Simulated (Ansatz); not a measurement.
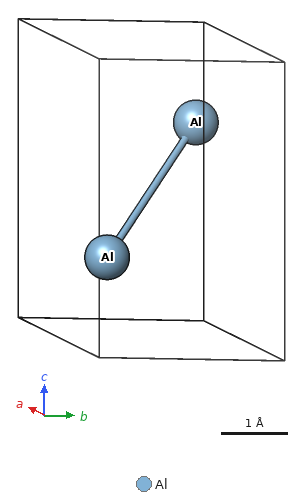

Lattice vibrations of a crystal of Al (a generated structure), space group P6₃/mmc (No. 194), at the zone centre. Style: ball-and-stick. Shown: the conventional cell, from a free direction. Lengths and directions refer to the drawn axes.

All numbers below come from Ansatz 0.2.0, DFT PBE, scalar-relativistic, plane waves, PAW. Set-up: plane-wave cutoff 420 eV; k-point mesh 24 × 24 × 12; occupations fermi dirac; smearing width 0.15 eV; no spin polarisation.

The frequencies depend somewhat on the k-mesh and the smearing.

Question: Give the spectrum at this point.

Answer: The calculation's cell holds 2 atoms, so there are 3 optical modes, in 2 levels. The optical modes span E₂g + B₁g. No level is unstable.

| level | symmetry | frequency (cm⁻¹) | activity |
| --- | --- | --- | --- |
| 1 | E₂g | 139 | Raman-active |
| 2 | B₁g | 307 | silent |

The displacement patterns (one member of each degenerate set):

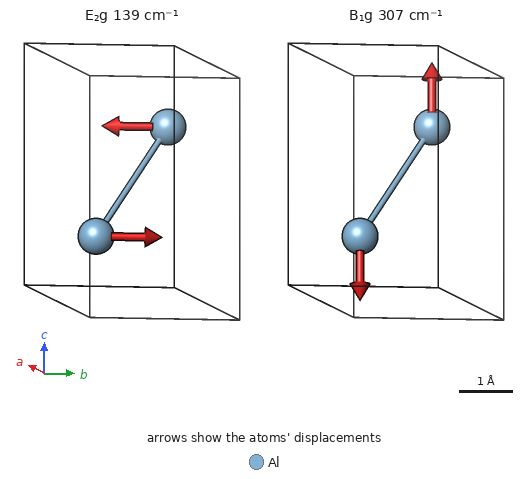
